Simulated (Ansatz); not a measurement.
**MgO (Fm-3m):C_O, thermodynamic levels from a 54-atom cell**

Charge states of C_O in MgO (Fm-3m), set against the band edges. Model: a cell of 54 host atoms with 1 O taken out and 1 C put in.

Main program and level: Ansatz 0.2.0; place-levels on r2SCAN runs: charge-transition levels and formation energies with image-charge correction and potential alignment at the atomic sites; PAW set soft_1.

The experiments to compare with:

For MgO, rocksalt (bulk crystal), “Electronic structure of alkaline earth and post-transition metal oxides” (2009, arxiv:0908.1581) quotes earlier work: band gap (literature experimental gap) 7.83 eV [Literature value based on experiment; other listed experimental values range from 7.7 to …].

### Step 1. The structure

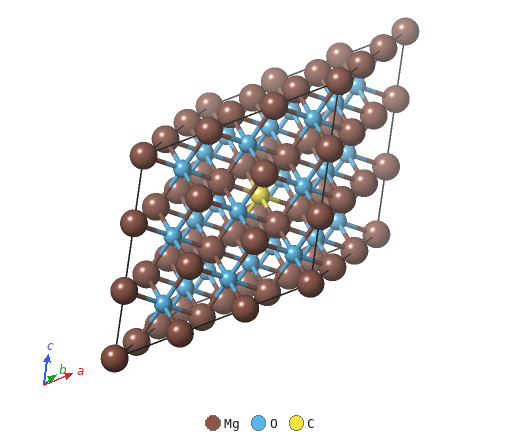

Start, viewed slightly off an axis; magnesium brown, oxygen blue, carbon yellow. Bonds to atoms that aren't drawn are left out. Some periodic images of atoms are drawn too.

The cell holds 54 atoms: 27 Mg, 26 O and 1 C. Cell: a = 8.925 Å, b = 8.925 Å, c = 8.925 Å, α = 60.0°, β = 60.0°, γ = 60.0°. It derives from MgO (space group Fm-3m). Nearest the centre at fractional (0.500, 0.500, 0.500): C28 at 0.00 Å, Mg51 at 2.10 Å, Mg47 at 2.10 Å, Mg35 at 2.10 Å, Mg45 at 2.10 Å, Mg29 at 2.10 Å, Mg33 at 2.10 Å, O30 at 2.98 Å.

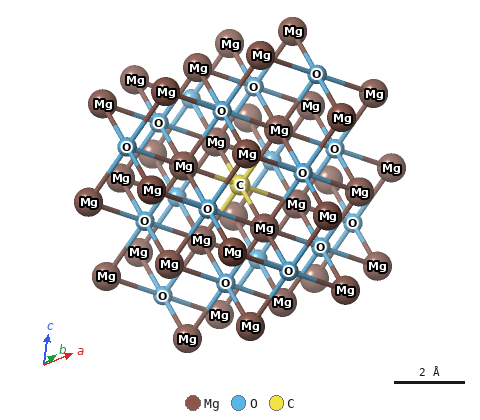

The atoms within 5 Å of the centre.

Structure file:

```xyz
54
Lattice="0.0000 6.3112 6.3112 6.3112 0.0000 6.3112 6.3112 6.3112 0.0000" Properties=species:S:1:pos:R:3 pbc="T T T"
Mg    0.0000    0.0000    0.0000
O     2.1037    2.1037    2.1037
Mg    2.1037    2.1037    0.0000
O     4.2075    4.2075    2.1037
Mg    4.2075    4.2075    0.0000
O     6.3112    6.3112    2.1037
Mg    2.1037    0.0000    2.1037
O     4.2075    2.1037    4.2075
Mg    4.2075    2.1037    2.1037
O     6.3112    4.2075    4.2075
Mg    6.3112    4.2075    2.1037
O     8.4150    6.3112    4.2075
Mg    4.2075    0.0000    4.2075
O     6.3112    2.1037    6.3112
Mg    6.3112    2.1037    4.2075
O     8.4150    4.2075    6.3112
Mg    8.4150    4.2075    4.2075
O    10.5187    6.3112    6.3112
Mg    0.0000    2.1037    2.1037
O     2.1037    4.2075    4.2075
Mg    2.1037    4.2075    2.1037
O     4.2075    6.3112    4.2075
Mg    4.2075    6.3112    2.1037
O     6.3112    8.4150    4.2075
Mg    2.1037    2.1037    4.2075
O     4.2075    4.2075    6.3112
Mg    4.2075    4.2075    4.2075
C     6.3112    6.3112    6.3112
Mg    6.3112    6.3112    4.2075
O     8.4150    8.4150    6.3112
Mg    4.2075    2.1037    6.3112
O     6.3112    4.2075    8.4150
Mg    6.3112    4.2075    6.3112
O     8.4150    6.3112    8.4150
Mg    8.4150    6.3112    6.3112
O    10.5187    8.4150    8.4150
Mg    0.0000    4.2075    4.2075
O     2.1037    6.3112    6.3112
Mg    2.1037    6.3112    4.2075
O     4.2075    8.4150    6.3112
Mg    4.2075    8.4150    4.2075
O     6.3112   10.5187    6.3112
Mg    2.1037    4.2075    6.3112
O     4.2075    6.3112    8.4150
Mg    4.2075    6.3112    6.3112
O     6.3112    8.4150    8.4150
Mg    6.3112    8.4150    6.3112
O     8.4150   10.5187    8.4150
Mg    4.2075    4.2075    8.4150
O     6.3112    6.3112   10.5187
Mg    6.3112    6.3112    8.4150
O     8.4150    8.4150   10.5187
Mg    8.4150    8.4150    8.4150
O    10.5187   10.5187   10.5187
```

Screening for the image-charge correction: ε∞ = 3.24, ε0 = 10.37, from a response run on this crystal (DFPT, PBEsol) at that run's own cell.

The cell's shortest repeat is 8.9 Å.

### Step 2. What was run first

A transition level is the Fermi level at which two charge states cost the same, so each charge needs its own total energy, at its own relaxed structure.

Each atom starts 0.05 Å or so off its site in a random direction: a symmetric start keeps its symmetry, and would miss off-centre moves and Jahn–Teller distortions. Forces are taken at one point at (¼, ¼, ¼). The cell holds 2 electrons more than the neutral one, with a uniform background that keeps it neutral on the whole.

The sampling was tested on the host first: at the k-points planned (1x1x1 shifted 0.25 0.25 0.25) its energy lies 0.020 eV an atom from the dense-mesh value, under the bound of 0.02 eV set for this test; that bounds the host's error, not the defect's.

One state's input; the others differ in charge, spin, start and seed, and in occupations where the table says so.

The input, qm2.relax/input.yaml:

```yaml
crystal:
  lattice:
    - [0.0, 2.10374764, 2.10374764]
    - [2.10374764, 0.0, 2.10374764]
    - [2.10374764, 2.10374764, 0.0]
  atoms:
    - { symbol: Mg, position: [0.0, 0.0, 0.0] }
    - { symbol: O, position: [0.5, 0.5, 0.5] }
  supercell: [3, 3, 3]
  defects: [{ substitution: { at: 27, symbol: C } }]
total_charge: -2
basis:
  ecutwfc: 500
  xc_grid: 2
hamiltonian:
  xc: r2scan
  pseudopotentials: { kind: paw, azcp: { folder: soft_1 } }
kpoints:
  mp_grid: { grid: [1, 1, 1], shift: [0.25, 0.25, 0.25] }
scf:
  occupations: { method: fixed }
  max_iter: 80
output:
  forces: true
  charged_corrections: { epsilon: 3.24, static_epsilon: 10.37 }
relax:
  f_tol: 0.02
  max_steps: 80
  random_displacement: { amplitude: 0.05, seed: 6729 }
checkpoint:
  write: "../qm2.relax.run"
  compress: false
  write_wavefunctions: true
  write_every: 100000
```

On the command line:

```console
ansatz run input.yaml --threads 4 --pin off --max-ram 15073MiB --backend cpu --events-out ev --progress --plain --runs-dir out
```

Defect states can disperse in a cell of this size, so the energy is taken again at a 2×2×2 shifted mesh, on the relaxed structure.

The run of this state that the levels use, under r2SCAN:

The input, qm2.point/input.yaml:

```yaml
crystal:
  checkpoint: "../qm2.relax.run"
  host: checkpoint
total_charge: -2
basis:
  ecutwfc: 500
  xc_grid: 2
hamiltonian:
  xc: r2scan
  pseudopotentials: { kind: paw, azcp: { folder: soft_1 } }
kpoints:
  mp_grid: { grid: [2, 2, 2], shift: [0.5, 0.5, 0.5] }
scf:
  occupations: { method: fermi_dirac, width: 0.01 }
  max_iter: 80
output:
  forces: true
  eigenvalues: true
  charged_corrections:
    epsilon: 3.24
    static_epsilon: 10.37
    defect_position: [0.5, 0.5, 0.5]
  eigenstates: { localisation: true }
  populations: true
checkpoint:
  read: "../qm2.relax.run"
  write: "../qm2.point.run"
  compress: false
  write_wavefunctions: false
  write_every: 100000
```

Relaxations under r2SCAN at one point at (¼, ¼, ¼); times on 4 threads of Arm Neoverse V1, shared host:

```csv
charge,moment (μB),occupations,outcome,steps,largest displacement against the far atoms (Å),time
−2,0,fixed,converged,5,0.08,65 s
−1,1,fixed,converged,8,0.07,4.8 min
0,0,fixed,not converged,-,-,70 s
0,0,fermi-dirac,converged,7,0.07,2.4 min
0,2,fixed,converged,7,0.08,3.7 min
+1,1,fixed,converged,5,0.13,5.2 min
+1,3,fixed,converged,5,0.13,2.4 min
```

Single points under r2SCAN at a 2×2×2 shifted mesh; times on 4 threads of Arm Neoverse V1, shared host:

```csv
charge,moment (μB),occupations,outcome,time
−2,0,fermi-dirac,converged,60 s
−1,1,fermi-dirac,converged,3.3 min
0,0,fermi-dirac,converged,82 s
0,2,fermi-dirac,converged,2.5 min
+1,1,fermi-dirac,converged,3.9 min
+1,3,fermi-dirac,converged,2.6 min
```

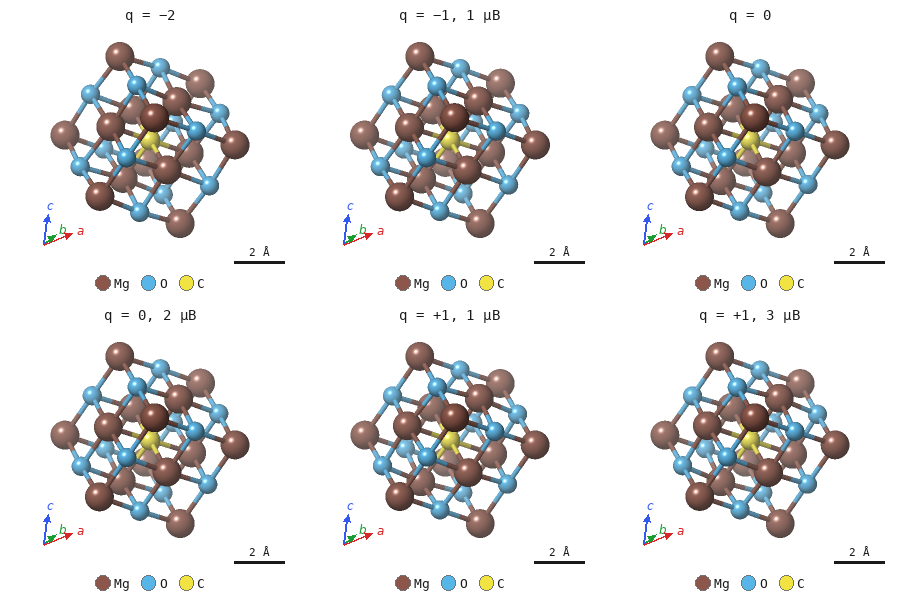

The structures near the centre after relaxation with r2SCAN, by charge.

Distances (Å) from C28 to the nearest atoms after relaxation with r2SCAN:

```csv
charge,moment (μB),1.,2.,3.,4.,5.,6.
−2,0,Mg 2.04,Mg 2.04,Mg 2.04,Mg 2.04,Mg 2.04,Mg 2.04
−1,1,Mg 2.10,Mg 2.10,Mg 2.10,Mg 2.10,Mg 2.10,Mg 2.10
0,0,Mg 2.16,Mg 2.16,Mg 2.16,Mg 2.16,Mg 2.16,Mg 2.16
0,2,Mg 2.17,Mg 2.17,Mg 2.17,Mg 2.17,Mg 2.17,Mg 2.17
+1,1,Mg 2.23,Mg 2.23,Mg 2.23,Mg 2.23,Mg 2.23,Mg 2.23
+1,3,Mg 2.23,Mg 2.23,Mg 2.24,Mg 2.24,Mg 2.24,Mg 2.24
```

### Step 3. Levels against the band edges, r2SCAN

A charged cell interacts with its images and the background, and its potential has another zero than the host's. place-levels removes the first by a point-charge model, screened by the static dielectric constant since the ions have relaxed around the charge, and the second by comparing potentials at atoms far from the defect.

The host is a run of the defect-free crystal in the same cutoffs, grids and k-points, so that basis and sampling errors cancel in part in the differences. The host is run in a cell of 2 atoms on a matching mesh. Its band edges are searched through the zone by a band path, so the gap is smaller than, or equal to, that on the mesh. Chemical potentials are energies per atom of O (O2 molecule) and C (diamond), run with the same functional and cutoff. Carbon is taken as diamond, which semilocal functionals can put about 0.1 eV an atom over graphite.

The input, levels.point.yaml:

```yaml
host:
  run: host.point.run
states: [qm2.point.run, qm1_M1.point.run, q0.point.run, q0_M2.point.run, qp1_M1.point.run, qp1_M3.point.run]
geometry_from:
  qm2.point.run: qm2.relax.run
  qm1_M1.point.run: qm1_M1.relax.run
  q0.point.run: q0.relax_smeared.run
  q0_M2.point.run: q0_M2.relax.run
  qp1_M1.point.run: qp1_M1.relax.run
  qp1_M3.point.run: qp1_M3.relax.run
chemical_potentials:
  O:
    energy: -565.989614
    dataset: <sha256 of the dataset>
  C:
    energy: -251.553391
    dataset: "<sha256 of the dataset>"
epsilon: 3.24
static_epsilon: 10.37
vertical:
  - { from: qm2.point.run, to: qm2.point_neutral.run }
  - { from: qm1_M1.point.run, to: qm1_M1.point_neutral.run }
  - { from: qp1_M1.point.run, to: qp1_M1.point_neutral.run }
  - { from: qp1_M3.point.run, to: qp1_M3.point_neutral.run }
```

On the command line:

```console
ansatz place-levels levels.point.yaml -- --threads 4 --pin off --max-ram 15073MiB
```

Numbers of over 12 decimals in the logs are rounded to 6 here.

Output:

```text
[... repeated set-up lines and file paths are left out, and long positions are rounded to six places ...]
(+1/0) 1.805 eV above the valence edge, 3.873 eV under the conduction edge
(0/-1) 3.061 eV above the valence edge, 2.617 eV under the conduction edge
(-1/-2) 4.345 eV above the valence edge, 1.333 eV under the conduction edge
formation energy of charge +1: +8.180 eV with the Fermi level at the valence edge
formation energy of charge 0: +9.984 eV with the Fermi level at the valence edge
formation energy of charge -1: +13.045 eV with the Fermi level at the valence edge
formation energy of charge -2: +17.390 eV with the Fermi level at the valence edge
vertical -2 to 0: no energy, since no alignment is typed
  the change from vertical[0].from (qm2.point.run) to vertical[0].to (qm2.point_neutral.run): by its potential at epsilon 3.24 it stands at 0.500 0.500 0.500, with an rms radius of about 1.6 Å (0.9 0.9 0.9 Å across the planes of the cell's vectors); [...]
vertical -1 to 0: no energy, since no alignment is typed
  the change from vertical[1].from (qm1_M1.point.run) to vertical[1].to (qm1_M1.point_neutral.run): by its potential at epsilon 3.24 it stands at 0.499 0.502 0.501, with an rms radius of about 1.7 Å (1.0 1.0 0.9 Å across the planes of the cell's vectors); [...]
vertical +1 to 0: no energy, since no alignment is typed
  the change from vertical[2].from (qp1_M1.point.run) to vertical[2].to (qp1_M1.point_neutral.run): by its potential at epsilon 3.24 it stands at 0.500 0.500 0.499, with an rms radius of about 0.9 Å (0.5 0.5 0.5 Å across the planes of the cell's vectors); [...]
vertical +1 to 0: no energy, since no alignment is typed
[...]
of states[3] (q0_M2.point.run): its alignment with the host at atomic sites is doubtful: the cell is too small to show whether the defect's potential has decayed: take a larger one; stability_check_not_made
  of states[1] (qm1_M1.point.run): its alignment with the host at atomic sites is doubtful: the cell is too small to show whether the defect's potential has decayed: take a larger one; stability_check_not_made
  of states[0] (qm2.point.run): it parts from the run that its charge is read beside by 2 carriers, of which the mean alone is read, by its potential at epsilon 3.24, taken for that of held ions (one typed too small widens it): that is narrow, but one of them [...]
  of states[4] (qp1_M1.point.run): its alignment with the host at atomic sites is doubtful: the cell is too small to show whether the defect's potential has decayed: take a larger one; stability_check_not_made
  of states[2] (q0.point.run): its alignment with the host at atomic sites is doubtful: the cell is too small to show whether the defect's potential has decayed: take a larger one
  of vertical[0].from (qm2.point.run): it parts from the run that its charge is read beside by 2 carriers, of which the mean alone is read, by its potential at epsilon 3.24, taken for that of held ions (one typed too small widens it): that is narrow, but one [...]
  vertical[0].to (qm2.point_neutral.run): levels filled in part (TS 0.019 eV): its energy is of no whole electron's
  of vertical[1].from (qm1_M1.point.run): stability_check_not_made
  vertical[1].to (qm1_M1.point_neutral.run): levels filled in part (TS 0.014 eV): its energy is of no whole electron's
  of vertical[2].from (qp1_M1.point.run): stability_check_not_made
  vertical[2].to (qp1_M1.point_neutral.run): levels filled in part (TS 0.020 eV): its energy is of no whole electron's
  of vertical[3].from (qp1_M3.point.run): stability_check_not_made
  vertical[3].to (qp1_M3.point_neutral.run): levels filled in part (TS 0.020 eV): its energy is of no whole electron's
```

It took 0.69 s on 4 threads of Arm Neoverse V1, shared host.

Levels between the charges placed, in eV above the valence top:

```csv
,gap (eV),(+1/0),(0/−1),(−1/−2)
r2SCAN,5.68,1.80,3.06,4.34
```

Corrections by state:

```csv
charge,moment (μB),image terms and alignment (eV),band filling (eV),ε used,"over the lowest of its charge, as the program ranks them, band filling apart (eV)"
+1,3.0,0.280,-,10.37,0.000
0,2.0,0.000,-,-,0.000
−1,1.0,0.248,-,10.37,0.000
−2,0.0,1.035,-,10.37,0.000
+1,1.0,0.276,-,10.37,0.518
0,0.0,0.000,-,-,1.132
```

The charged structures listed were also run neutral, and place-levels reads from each pair, by the potential or the spins, how wide the charge is by which they differ; that can be the carrier of either run.

```csv
charge,rms radius (Å),spread where it is widest against the cell (Å),wide from (Å),reading
+1,0.7,0.44,1.26,narrow
−1,1.7,1.03,1.26,narrow
−2,1.6,0.90,1.26,narrow
```

The neutral runs of these pairs need not share the spin of the lowest neutral state, and very wide values only mean spread over the cell.

From the program's caveats on the states, each cut to its opening words:

- charge +1 (3 μB), 0 (2 μB), −1 (1 μB), −2, +1 (1 μB), 0: its alignment with the host at atomic sites is doubtful: the cell is too small to show whether the defect's potential has decayed: take a larger one
- charge +1 (3 μB), 0 (2 μB), −1 (1 μB), +1 (1 μB): flagged: stability check not made
- charge −2: it parts from the run that its charge is read beside by 2 carriers, of which the mean alone is read, by its potential at epsilon 3.24, taken for that of held [...]

The host's formation energy from the elements is -2.963 eV per atom; it sets how far the chemical potentials can move.

Limit set by the element alone; other compounds of these elements are not counted. Chemical potentials from the elements' reference states: Mg 0.00 eV, O -5.93 eV, C 0.00 eV. Formation energies (Mg-rich), with the Fermi level at the valence top and at the conduction bottom (gap 5.68 eV):

```csv
charge,at valence top (eV),at conduction bottom (eV),correction included (eV)
+1,2.25,7.93,0.28
0,4.06,4.06,0.00
−1,7.12,1.44,0.25
−2,11.46,0.11,1.03
```

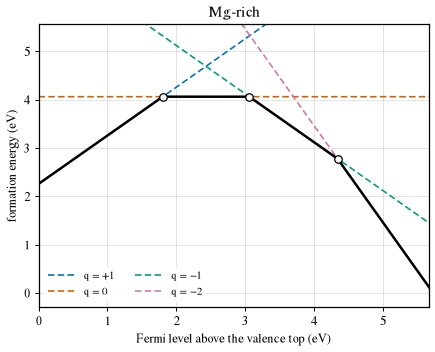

Formation energy against Fermi level; the thick line follows the lowest charge state and circles mark the transition levels.

Limit set by the element alone; other compounds of these elements are not counted. Chemical potentials from the elements' reference states: O 0.00 eV, Mg -5.93 eV, C 0.00 eV. Formation energies (O-rich), with the Fermi level at the valence top and at the conduction bottom (gap 5.68 eV):

```csv
charge,at valence top (eV),at conduction bottom (eV),correction included (eV)
+1,8.18,13.86,0.28
0,9.98,9.98,0.00
−1,13.05,7.37,0.25
−2,17.39,6.03,1.03
```

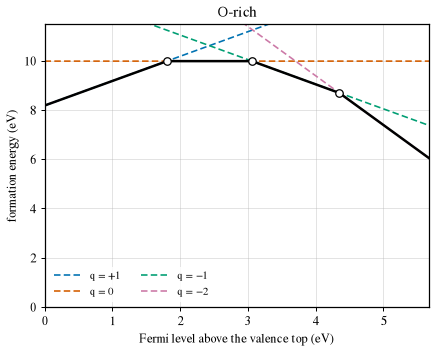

Formation energy against Fermi level; the thick line follows the lowest charge state and circles mark the transition levels.

Charge transition levels, in eV, zero at the valence-band top of the host:

```csv
,conduction bottom,valence top
C_O,5.68,0.00
```

```csv
,level,energy (eV)
C_O,(+1/0),1.80
C_O,(0/−1),3.06
C_O,(−1/−2),4.34
```

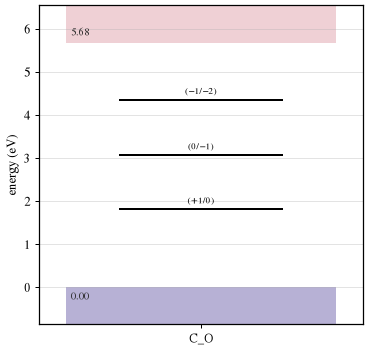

Charge transition levels. Shaded: valence and conduction bands.

### Step 4. Summary of results

| Quantity | Value |
| --- | --- |
| gap of the host | 5.68 eV (r2SCAN) |
| level (plus 1/0) | 1.80 eV above the valence top |
| level (0/minus 1) | 3.06 eV above the valence top |
| level (minus 1/minus 2) | 4.34 eV above the valence top |
| lowest of the charges placed, just above the valence top (0.02 eV) | +1 |
| lowest of the charges placed, just below the conduction bottom (0.02 eV) | −2 |
| lowest formation energy at mid-gap of the charges run, Mg-rich | 4.06 eV |
| lowest formation energy at mid-gap of the charges run, O-rich | 9.98 eV |

In words: Of the charges placed (−2, −1, 0 and +1), the lowest changes at 1.80 eV (+1/0), 3.06 eV (0/−1) and 4.34 eV (−1/−2) above the valence top, in a gap of 5.68 eV. Charges above +1 and below −2 were not placed, so these runs say nothing of levels that involve them. States placed: +1 at 3 μB and 1 μB; 0 at 2 μB and 0 μB; −1 at 1 μB; −2 at 0 μB. Other spin states or structures, where not listed, weren't placed. C is taken at its element; compounds, which aren't counted here, bound the chemical potentials and would shift these formation energies. The program doubts the alignment of potentials for at least one state, a sign that the cell is small. Keep in mind: the images are only 8.9 Å apart; r2SCAN makes the gap too small and tends to spread out bound carriers; where a gas molecule sets a chemical potential or the host's formation energy, its binding is uncorrected.

Calculation against experiment:

| quantity | measured | r2SCAN |
| --- | --- | --- |
| band gap (least gap of the host) (eV) | 7.83 | 5.68 (-2.15 eV) |

Measured values from arxiv:0908.1581 (2009).

Verdict: The band gap is off by -2.15 eV: a clear miss. Local and semilocal functionals usually give gaps below the measured ones. Zero-point and thermal motion shift the measured gap.

[Logs are printed without paths, hosts, clocks, repeated set-up lines and the standing remarks that a program may print on its own settings, such as how far it seeks lower states.]

[Hosts, paths, dates, database ids (printed as entryN), source tags and the programs' standing remarks are cut or masked in the printed files.]

[Where a table of states has a column of steps, it counts the stored structures, which are thinned; the runs took as many ionic steps or more.]

[A defect's name tells the site on which it was built; relaxed atoms can leave that site.]

[For some hosts the program warned that the k-mesh of the response run may be too coarse for force constants and the static dielectric constant; such warnings are not shown here.]
